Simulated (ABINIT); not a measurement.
## Elastic calculation of Cu$_{3}$N (part 3 of 3)

Continued. System: Cu$_{3}$N (4 atoms in the cell). Method: Kohn-Sham DFT of a periodic cell, LDA, PseudoDojo NC SR LDA v0.4.1 standard, no spin polarisation (ABINIT 10.8.3); cutoff 1251.72 eV, 8×8×8 k-mesh, fermi-dirac of 0.05 eV. The structure was built on a prototype by a generator; it need not be a known phase. The settings are looser than a standard set-up, so the numbers are not reference values.

Geometry of the input (Å; fractional positions):
```
3.7234  0.0000  0.0000
0.0000  3.7234  0.0000
0.0000  0.0000  3.7234
Cu 0.5000  0.0000  0.0000
Cu 0.0000  0.5000  0.0000
Cu 0.0000  0.0000  0.5000
N  0.0000  0.0000  0.0000
```

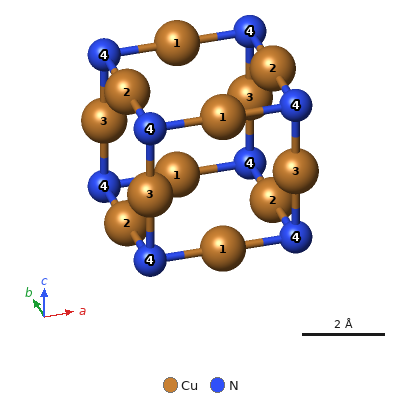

The input geometry (ball-and-stick view of the cell of the calculation, seen at an oblique angle; atoms are numbered from 1 in the order of the input).

### Output, continued
```
 At SCF step   13       vres2   =  1.69E-09 < tolvrs=  1.00E-08 =>converged.
================================================================================

 ----iterations are completed or convergence reached----

 Mean square residual over all n,k,spin=   72.907E-13; max=  77.515E-10

 2DEtotal=    0.3778364051E+01 Ha. Also 2DEtotal=    0.102814523562E+03 eV
    (2DErelax=   -6.6905627671E+02 Ha. 2DEnonrelax=    6.7283464076E+02 Ha)
    (  non-var. 2DEtotal :    3.7783737988E+00 Ha)

--------------------------------------------------------------------------------
 Perturbation wavevector (in red.coord.)   0.000000  0.000000  0.000000
 Found    16 symmetries that leave the perturbation invariant.
 symkpt : the number of k-points, thanks to the symmetries,
 is reduced to    40 .

--------------------------------------------------------------------------------

--------------------------------------------------------------------------------

 dfpt_looppert : total number of electrons, from k and k+q
  fully or partially occupied states are    6.200000E+01 and    6.200000E+01.
 Initialisation of the first-order wave-functions :
  ireadwf=   0

--- !BeginCycle
iteration_state: {dtset: 2, }
solver: {iscf: 7, nstep: 80, nline: 4, wfoptalg: 0, }
tolerances: {tolvrs: 1.00E-08, }
...

     iter   2DEtotal(Ha)        deltaE(Ha) residm    vres2
-ETOT  1   603.53786803720     -6.930E+01 1.277E+00 9.321E+05
 ETOT  2   2277.8098306169      1.674E+03 8.930E-01 3.543E+06
 ETOT  3   12.413634445778     -2.265E+03 5.091E-01 2.216E+04
 ETOT  4   8.2438228444806     -4.170E+00 2.707E-02 1.033E+04
 ETOT  5   5.3292491166936     -2.915E+00 2.309E-03 3.969E+03
 ETOT  6   3.8031101639365     -1.526E+00 2.145E-03 5.523E+01
 ETOT  7   3.7785397815670     -2.457E-02 2.416E-04 4.855E-01
 ETOT  8   3.7784003971388     -1.394E-04 2.216E-05 6.163E-02
 ETOT  9   3.7783646989033     -3.570E-05 3.835E-06 2.374E-03
 ETOT 10   3.7783637037931     -9.951E-07 6.352E-07 8.246E-05
 ETOT 11   3.7783636804593     -2.333E-08 1.025E-07 3.268E-06
 ETOT 12   3.7783636782825     -2.177E-09 4.597E-08 1.830E-07
 ETOT 13   3.7783636781988     -8.379E-11 7.749E-09 1.596E-09

 At SCF step   13       vres2   =  1.60E-09 < tolvrs=  1.00E-08 =>converged.
================================================================================

 ----iterations are completed or convergence reached----

 Mean square residual over all n,k,spin=   73.221E-13; max=  77.493E-10

 2DEtotal=    0.3778363678E+01 Ha. Also 2DEtotal=    0.102814513425E+03 eV
    (2DErelax=   -6.6905627709E+02 Ha. 2DEnonrelax=    6.7283464077E+02 Ha)
    (  non-var. 2DEtotal :    3.7783732107E+00 Ha)

--------------------------------------------------------------------------------
 Perturbation wavevector (in red.coord.)   0.000000  0.000000  0.000000
 Found    16 symmetries that leave the perturbation invariant.
 symkpt : the number of k-points, thanks to the symmetries,
 is reduced to    40 .

--------------------------------------------------------------------------------

--------------------------------------------------------------------------------

 dfpt_looppert : total number of electrons, from k and k+q
  fully or partially occupied states are    6.200000E+01 and    6.200000E+01.
 Initialisation of the first-order wave-functions :
  ireadwf=   0

--- !BeginCycle
iteration_state: {dtset: 2, }
solver: {iscf: 7, nstep: 80, nline: 4, wfoptalg: 0, }
tolerances: {tolvrs: 1.00E-08, }
...

     iter   2DEtotal(Ha)        deltaE(Ha) residm    vres2
-ETOT  1   603.53959050299     -6.930E+01 1.277E+00 9.321E+05
 ETOT  2   2277.8280737341      1.674E+03 8.930E-01 3.543E+06
 ETOT  3   12.412501331110     -2.265E+03 5.091E-01 2.216E+04
 ETOT  4   8.2437201085064     -4.169E+00 2.707E-02 1.033E+04
 ETOT  5   5.3292545574339     -2.914E+00 2.309E-03 3.969E+03
 ETOT  6   3.8030889630955     -1.526E+00 2.145E-03 5.520E+01
 ETOT  7   3.7785401972913     -2.455E-02 2.417E-04 4.861E-01
 ETOT  8   3.7784001369692     -1.401E-04 2.217E-05 6.115E-02
 ETOT  9   3.7783647195652     -3.542E-05 3.838E-06 2.382E-03
 ETOT 10   3.7783637209409     -9.986E-07 6.337E-07 8.196E-05
 ETOT 11   3.7783636977554     -2.319E-08 1.024E-07 3.236E-06
 ETOT 12   3.7783636955940     -2.162E-09 4.589E-08 1.838E-07
 ETOT 13   3.7783636955233     -7.071E-11 7.751E-09 1.702E-09

 At SCF step   13       vres2   =  1.70E-09 < tolvrs=  1.00E-08 =>converged.
================================================================================

 ----iterations are completed or convergence reached----

 Mean square residual over all n,k,spin=   73.338E-13; max=  77.509E-10

 2DEtotal=    0.3778363696E+01 Ha. Also 2DEtotal=    0.102814513897E+03 eV
    (2DErelax=   -6.6905627707E+02 Ha. 2DEnonrelax=    6.7283464077E+02 Ha)
    (  non-var. 2DEtotal :    3.7783734630E+00 Ha)

--------------------------------------------------------------------------------
 Perturbation wavevector (in red.coord.)   0.000000  0.000000  0.000000
 Found     8 symmetries that leave the perturbation invariant.
 symkpt : the number of k-points, thanks to the symmetries,
 is reduced to    80 .

--------------------------------------------------------------------------------

--------------------------------------------------------------------------------

 dfpt_looppert : total number of electrons, from k and k+q
  fully or partially occupied states are    6.200000E+01 and    6.200000E+01.
 Initialisation of the first-order wave-functions :
  ireadwf=   0

--- !BeginCycle
iteration_state: {dtset: 2, }
solver: {iscf: 7, nstep: 80, nline: 4, wfoptalg: 0, }
tolerances: {tolvrs: 1.00E-08, }
...

     iter   2DEtotal(Ha)        deltaE(Ha) residm    vres2
-ETOT  1   16.591468953074     -3.430E+02 3.186E-01 2.807E+04
 ETOT  2  0.89072473165423     -1.570E+01 9.119E-02 5.439E+02
 ETOT  3  0.25479720894957     -6.359E-01 4.422E-03 1.027E+01
 ETOT  4  0.24914021583838     -5.657E-03 1.458E-03 1.034E-01
 ETOT  5  0.24907469391796     -6.552E-05 1.907E-04 3.561E-03
 ETOT  6  0.24907288361048     -1.810E-06 8.146E-05 8.709E-05
 ETOT  7  0.24907286346295     -2.015E-08 1.387E-05 1.130E-06
 ETOT  8  0.24907286327713     -1.858E-10 6.011E-06 7.836E-09

 At SCF step    8       vres2   =  7.84E-09 < tolvrs=  1.00E-08 =>converged.
================================================================================

 ----iterations are completed or convergence reached----

 Mean square residual over all n,k,spin=   52.338E-10; max=  60.109E-07

 2DEtotal=    0.2490728633E+00 Ha. Also 2DEtotal=    0.677761788603E+01 eV
    (2DErelax=   -3.5933087012E+02 Ha. 2DEnonrelax=    3.5957994298E+02 Ha)
    (  non-var. 2DEtotal :    2.4907699737E-01 Ha)

--------------------------------------------------------------------------------
 Perturbation wavevector (in red.coord.)   0.000000  0.000000  0.000000
 Found     8 symmetries that leave the perturbation invariant.
 symkpt : the number of k-points, thanks to the symmetries,
 is reduced to    80 .

--------------------------------------------------------------------------------

--------------------------------------------------------------------------------

 dfpt_looppert : total number of electrons, from k and k+q
  fully or partially occupied states are    6.200000E+01 and    6.200000E+01.
 Initialisation of the first-order wave-functions :
  ireadwf=   0

--- !BeginCycle
iteration_state: {dtset: 2, }
solver: {iscf: 7, nstep: 80, nline: 4, wfoptalg: 0, }
tolerances: {tolvrs: 1.00E-08, }
...

     iter   2DEtotal(Ha)        deltaE(Ha) residm    vres2
-ETOT  1   16.591599673636     -3.430E+02 3.186E-01 2.807E+04
 ETOT  2  0.89076049604199     -1.570E+01 9.119E-02 5.439E+02
 ETOT  3  0.25479876782145     -6.360E-01 4.422E-03 1.028E+01
 ETOT  4  0.24914024662058     -5.659E-03 1.458E-03 1.034E-01
 ETOT  5  0.24907464278766     -6.560E-05 1.907E-04 3.565E-03
 ETOT  6  0.24907283133706     -1.811E-06 8.146E-05 8.725E-05
 ETOT  7  0.24907281114804     -2.019E-08 1.387E-05 1.130E-06
 ETOT  8  0.24907281096733     -1.807E-10 6.011E-06 7.843E-09

 At SCF step    8       vres2   =  7.84E-09 < tolvrs=  1.00E-08 =>converged.
================================================================================

 ----iterations are completed or convergence reached----

 Mean square residual over all n,k,spin=   52.175E-10; max=  60.107E-07

 2DEtotal=    0.2490728110E+00 Ha. Also 2DEtotal=    0.677761646260E+01 eV
    (2DErelax=   -3.5933087017E+02 Ha. 2DEnonrelax=    3.5957994298E+02 Ha)
    (  non-var. 2DEtotal :    2.4907692961E-01 Ha)

--------------------------------------------------------------------------------
 Perturbation wavevector (in red.coord.)   0.000000  0.000000  0.000000
 Found     8 symmetries that leave the perturbation invariant.
 symkpt : the number of k-points, thanks to the symmetries,
 is reduced to    80 .

--------------------------------------------------------------------------------

--------------------------------------------------------------------------------

 dfpt_looppert : total number of electrons, from k and k+q
  fully or partially occupied states are    6.200000E+01 and    6.200000E+01.
 Initialisation of the first-order wave-functions :
  ireadwf=   0

--- !BeginCycle
iteration_state: {dtset: 2, }
solver: {iscf: 7, nstep: 80, nline: 4, wfoptalg: 0, }
tolerances: {tolvrs: 1.00E-08, }
...

     iter   2DEtotal(Ha)        deltaE(Ha) residm    vres2
-ETOT  1   16.591449949433     -3.430E+02 3.186E-01 2.807E+04
 ETOT  2  0.89072404774608     -1.570E+01 9.119E-02 5.439E+02
 ETOT  3  0.25479708704281     -6.359E-01 4.422E-03 1.027E+01
 ETOT  4  0.24914011137340     -5.657E-03 1.458E-03 1.034E-01
 ETOT  5  0.24907458959367     -6.552E-05 1.907E-04 3.561E-03
 ETOT  6  0.24907277930301     -1.810E-06 8.146E-05 8.709E-05
 ETOT  7  0.24907275915651     -2.015E-08 1.387E-05 1.130E-06
 ETOT  8  0.24907275897222     -1.843E-10 6.011E-06 7.836E-09

 At SCF step    8       vres2   =  7.84E-09 < tolvrs=  1.00E-08 =>converged.
================================================================================

 ----iterations are completed or convergence reached----

 Mean square residual over all n,k,spin=   52.421E-10; max=  60.108E-07

 2DEtotal=    0.2490727590E+00 Ha. Also 2DEtotal=    0.677761504775E+01 eV
    (2DErelax=   -3.5933087022E+02 Ha. 2DEnonrelax=    3.5957994298E+02 Ha)
    (  non-var. 2DEtotal :    2.4907689741E-01 Ha)

================================================================================

 ---- first-order wavefunction calculations are completed ----

 ==> Compute Derivative Database <==

  Dynamical matrix, in cartesian coordinates,
   if specified in the inputs, asr has been imposed
     j1       j2             matrix element
  dir pert dir pert     real part    imaginary part

   1    1   1    1         0.2578588110         0.0000000000
   1    1   1    2        -0.0205476559         0.0000000000
   1    1   1    3        -0.0205476559         0.0000000000
   1    1   1    4        -0.2167634992         0.0000000000

   2    1   2    1         0.0203129299         0.0000000000
   2    1   2    2        -0.0205476559         0.0000000000
   2    1   2    3         0.0003991282         0.0000000000
   2    1   2    4        -0.0001644022         0.0000000000

   3    1   3    1         0.0203129299         0.0000000000
   3    1   3    2         0.0003991282         0.0000000000
   3    1   3    3        -0.0205476559         0.0000000000
   3    1   3    4        -0.0001644022         0.0000000000

   1    2   1    1        -0.0205476559         0.0000000000
   1    2   1    2         0.0203129299         0.0000000000
   1    2   1    3         0.0003991282         0.0000000000
   1    2   1    4        -0.0001644022         0.0000000000

   2    2   2    1        -0.0205476559         0.0000000000
   2    2   2    2         0.2578588110         0.0000000000
   2    2   2    3        -0.0205476559         0.0000000000
   2    2   2    4        -0.2167634992         0.0000000000

   3    2   3    1         0.0003991282         0.0000000000
   3    2   3    2         0.0203129299         0.0000000000
   3    2   3    3        -0.0205476559         0.0000000000
   3    2   3    4        -0.0001644022         0.0000000000

   1    3   1    1        -0.0205476559         0.0000000000
   1    3   1    2         0.0003991282         0.0000000000
   1    3   1    3         0.0203129299         0.0000000000
   1    3   1    4        -0.0001644022         0.0000000000

   2    3   2    1         0.0003991282         0.0000000000
   2    3   2    2        -0.0205476559         0.0000000000
   2    3   2    3         0.0203129299         0.0000000000
   2    3   2    4        -0.0001644022         0.0000000000

   3    3   3    1        -0.0205476559         0.0000000000
   3    3   3    2        -0.0205476559         0.0000000000
   3    3   3    3         0.2578588110         0.0000000000
   3    3   3    4        -0.2167634992         0.0000000000

   1    4   1    1        -0.2167637163         0.0000000000
   1    4   1    2        -0.0001644022         0.0000000000
   1    4   1    3        -0.0001644022         0.0000000000
   1    4   1    4         0.2170925208         0.0000000000

   2    4   2    1        -0.0001644022         0.0000000000
   2    4   2    2        -0.2167637163         0.0000000000
   2    4   2    3        -0.0001644022         0.0000000000
   2    4   2    4         0.2170925208         0.0000000000

   3    4   3    1        -0.0001644022         0.0000000000
   3    4   3    2        -0.0001644022         0.0000000000
   3    4   3    3        -0.2167637163         0.0000000000
   3    4   3    4         0.2170925208         0.0000000000

  Rigid-atom elastic tensor , in cartesian coordinates,
     j1       j2             matrix element
  dir pert dir pert     real part    imaginary part

   1    7   1    7         0.0108462238         0.0000000000
   1    7   2    7         0.0023026227         0.0000000000
   1    7   3    7         0.0023026233         0.0000000000

   2    7   1    7         0.0023026230         0.0000000000
   2    7   2    7         0.0108462221         0.0000000000
   2    7   3    7         0.0023026233         0.0000000000

   3    7   1    7         0.0023026230         0.0000000000
   3    7   2    7         0.0023026227         0.0000000000
   3    7   3    7         0.0108462228         0.0000000000

   1    8   1    8         0.0007150020         0.0000000000

   2    8   2    8         0.0007150018         0.0000000000

   3    8   3    8         0.0007150017         0.0000000000

  Internal strain coupling parameters, in cartesian coordinates,
   zero average net force deriv. has been imposed
     j1       j2             matrix element
  dir pert dir pert     real part    imaginary part

  Phonon wavevector (reduced coordinates) :  0.00000  0.00000  0.00000
 Phonon energies in Hartree :
   0.000000E+00  0.000000E+00  0.000000E+00  4.146226E-04  4.146226E-04
   4.146226E-04  6.848558E-04  6.848558E-04  6.848558E-04  3.230842E-03
   3.230842E-03  3.230842E-03
 Phonon frequencies in cm-1    :
   0.000000E+00  0.000000E+00  0.000000E+00  9.099913E+01  9.099913E+01
   9.099913E+01  1.503085E+02  1.503085E+02  1.503085E+02  7.090878E+02
   7.090878E+02  7.090878E+02

== END DATASET(S) ==============================================================
================================================================================

 -outvars: echo values of variables after computation  --------
            acell      7.0362639080E+00  7.0362639080E+00  7.0362639080E+00 Bohr
           etotal1    -5.7870839511E+02
           etotal2     2.4907275897E-01
            fcart1    -0.0000000000E+00 -0.0000000000E+00 -0.0000000000E+00
                      -0.0000000000E+00 -0.0000000000E+00 -0.0000000000E+00
                      -0.0000000000E+00 -0.0000000000E+00 -0.0000000000E+00
                      -0.0000000000E+00 -0.0000000000E+00 -0.0000000000E+00
            fcart2     0.0000000000E+00  0.0000000000E+00  0.0000000000E+00
                       0.0000000000E+00  0.0000000000E+00  0.0000000000E+00
                       0.0000000000E+00  0.0000000000E+00  0.0000000000E+00
                       0.0000000000E+00  0.0000000000E+00  0.0000000000E+00
           strten1     3.4046621491E-06  3.4046621491E-06  3.4046621491E-06
                       0.0000000000E+00  0.0000000000E+00  0.0000000000E+00
           strten2     0.0000000000E+00  0.0000000000E+00  0.0000000000E+00
                       0.0000000000E+00  0.0000000000E+00  0.0000000000E+00
           xangst      1.8617152537E+00  0.0000000000E+00  0.0000000000E+00
                       0.0000000000E+00  1.8617152537E+00  0.0000000000E+00
                       0.0000000000E+00  0.0000000000E+00  1.8617152537E+00
                       0.0000000000E+00  0.0000000000E+00  0.0000000000E+00
             xred      5.0000000000E-01  0.0000000000E+00  0.0000000000E+00
                       0.0000000000E+00  5.0000000000E-01  0.0000000000E+00
                       0.0000000000E+00  0.0000000000E+00  5.0000000000E-01
                       0.0000000000E+00  0.0000000000E+00  0.0000000000E+00
 Calculation completed.
```

### Summary

- outcome: converged
- space group (tolerance 0.01 Å): Pm-3m (221)
- electrons treated: 62
- free energy: −15747.4577 eV
- Fermi energy of the self-consistent step: 7.088 eV
- pressure: −0.10 GPa
- largest force (length of the vector): under 0.001 eV/Å
- wall time: 1.5 h
- peak memory: 0.91 GiB

### Notes

The settings depart from the standard set-up of this series, which can bear on the numbers. Points of doubt noted for this run: k mesh coarse for metal response.
